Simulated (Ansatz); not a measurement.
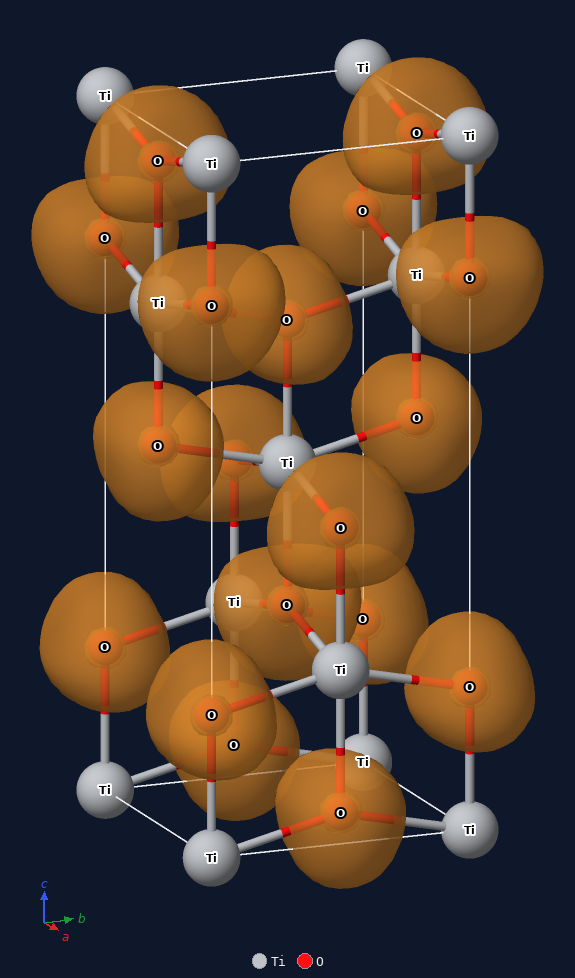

Figure 1: TiO2. Isosurface of the electron localisation function at 0.6 (orange), seen slightly off an axis. Only the valence region is drawn (cores and ρ < 0.01 e/Å³ removed). Sticks mark near contacts.

Space group I4₁/amd.

The calculation used Ansatz 0.2.0, Kohn-Sham DFT of a periodic cell, BLYP, Ansatz PAW.

In a PAW calculation such maps are meaningful between the atoms, not at the nuclei.

Question: What do the ELF domains correspond to?

Answer: The surface consists of eight regions wrapped around O (the valence shell of each), counted in one cell of 12 atoms. Regions shared between cells count once. Profiles from the grid: Ti–O (1.96 Å): the ELF peaks at about 0.80 in the valence shell of O, 0.6 Å from its nucleus, and is about 0.20 at the midpoint; no shared electron pair shows on this line. Ti–O (2.02 Å): the ELF peaks at about 0.85 in the valence shell of O, 0.6 Å from its nucleus, and is about 0.20 at the midpoint (no shared electron pair shows on this line).
